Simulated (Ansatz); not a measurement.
A series of calculations on Al8N7

## 1. Relaxation

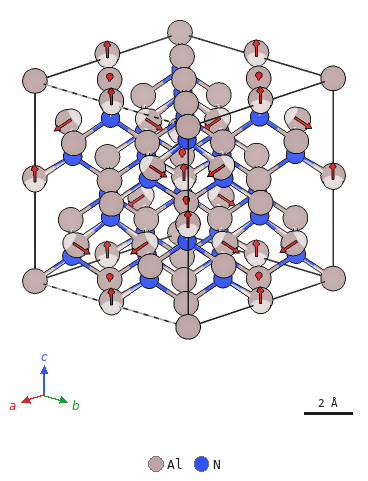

A relaxation of a defect cell of composition Al$_{8}$N$_{7}$ (coarse preliminary run). The starting structure is drawn faded, the final one solid; red arrows show the displacements, magnified 5 times.

The picture is a ball-and-stick view of the conventional cell (4 times the calculation's cell) (origin shifted), seen from a free direction. Lengths and directions refer to the drawn axes.

Case: N vacancy (site c), charge +0, atoms relaxed at the host's cell.

Theory: DFT PBE, scalar-relativistic, plane waves, PAW in Ansatz. Settings: plane-wave cutoff 420 eV; k-point mesh 1 × 1 × 1; occupations gaussian; smearing width 0.01 eV; collinear spin; atoms relaxed in a fixed cell; force threshold 0.025 eV/Å; at most 45 steps.

What did the optimiser do to the structure, and how much energy did it gain?

The energy falls by 1.080 eV per cell of the calculation in 6 accepted moves (7 points after the start). The largest force component goes from 0.72 to 0.006 eV/Å. The line search rejected the trial step at point 2 of the run. The largest moves, 0.18 Å, are those of Al atoms. By element the largest moves are Al 0.18 Å, N 0.03 Å. The lattice vectors keep their values. Among the contacts that change: Al–N 1.907 → 1.871 Å, Al–N 1.907 → 1.934 Å. Bond angles that change, for instance: Al–N–Al 109.5° → 97.8°, N–Al–N 109.5° → 114.6°, Al–N–Al 109.5° → 112.4°.

Limits of the set-up: the periodic images lie only 6.2 Å apart, so the values are limited by the cell's size.

## 2. Relaxation

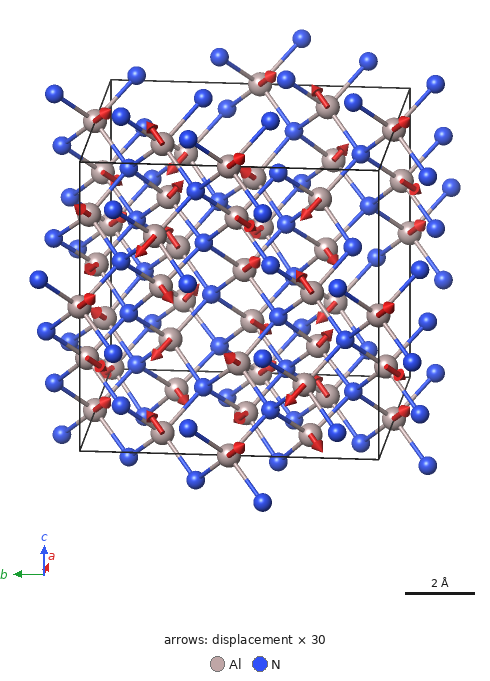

A relaxation of a defect cell of composition Al8N7 (cell charge +2) (coarse preliminary run). The starting structure is drawn; red arrows show the displacements, magnified 30 times.

Style: ball-and-stick. Shown: the conventional cell (4 times the calculation's cell), from a free direction. Lengths and directions refer to the drawn axes.

Case: N vacancy (site c), charge +2, atoms relaxed at the host's cell.

All numbers below come from DFT PBE, scalar-relativistic, plane waves, PAW (Ansatz). (plane-wave cutoff 420 eV; k-point mesh 1 × 1 × 1; occupations gaussian; smearing width 0.01 eV; collinear spin; atoms relaxed in a fixed cell; force threshold 0.025 eV/Å; at most 45 steps)

### Which element moves most?

Aluminium: up to 0.031 Å, against 0.003 Å for nitrogen.

### What did the optimiser do to the structure, and how much energy did it gain?

After 3 accepted moves (4 points after the start) the energy has fallen by 73.0 meV per cell of the calculation. Largest force component: 0.43 eV/Å at the start, 0.0014 eV/Å at the end. 1 step only repeated the SCF at the same geometry. The largest moves, 0.031 Å, are those of Al atoms. Largest moves by element: Al 0.031 Å, N 0.003 Å. The lattice vectors keep their values. Among the contacts that change: Al–N 1.889 → 1.920 Å, Al–N 1.908 → 1.899 Å, Al–N 1.888 → 1.893 Å. The run took 1.9 s on 4 threads of Intel(R) Xeon(R) 6975P-C (Granite Rapids), on a shared host, peak memory 0.43 GiB.

Limits of the set-up: the k-point mesh is coarse for a cell with partly filled bands; the periodic images lie only 6.2 Å apart, so the values are limited by the cell's size; the cell is charged, on a uniform background, and energies carry no finite-size correction.

## 3. Defect

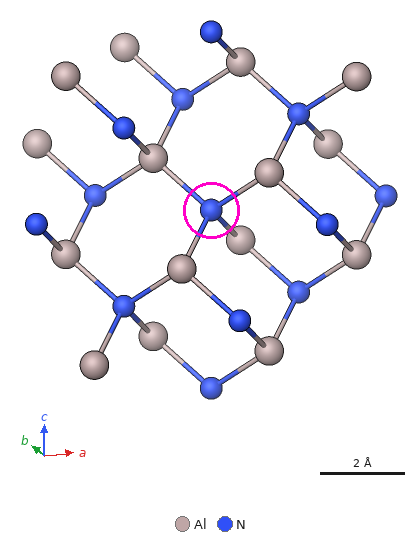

Perfect AlN. A ball-and-stick model of the atoms within 5.0 Å of one point, in a slice 4.2 Å thick across the line of sight, seen slightly off an axis.

These are results of DFT PBE, scalar-relativistic, plane waves, PAW in Ansatz, not measurements. (plane-wave cutoff 420 eV; k-point mesh 1 × 1 × 1; occupations gaussian; smearing width 0.01 eV; collinear spin) The cell is small and the k-mesh coarse, so the numbers are rough. A uniform background neutralises the charged cell. The axes drawn are those of the host's conventional cell.

A nitrogen atom is taken out (a vacancy) at the ringed place, in charge state +2. The supercell has 16 sites, and the atoms are relaxed at the host's cell.

### Predict the relaxed surroundings of the defect.

Around the empty N site the host had 4 Al at 1.91 Å; after relaxation the nearest atoms are 4 Al at 1.96 Å. Of the host's atoms, an aluminium atom moves furthest from its site, by 0.05 Å.

The relaxed defect, seen from the same direction:

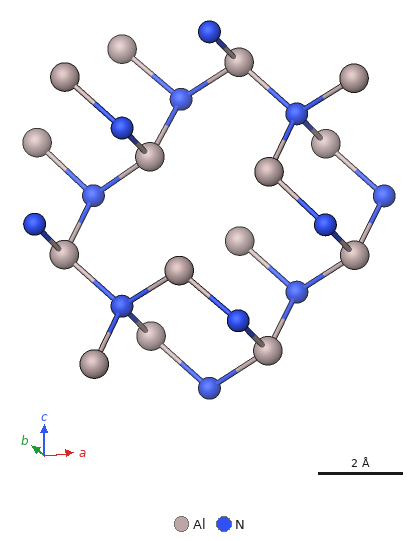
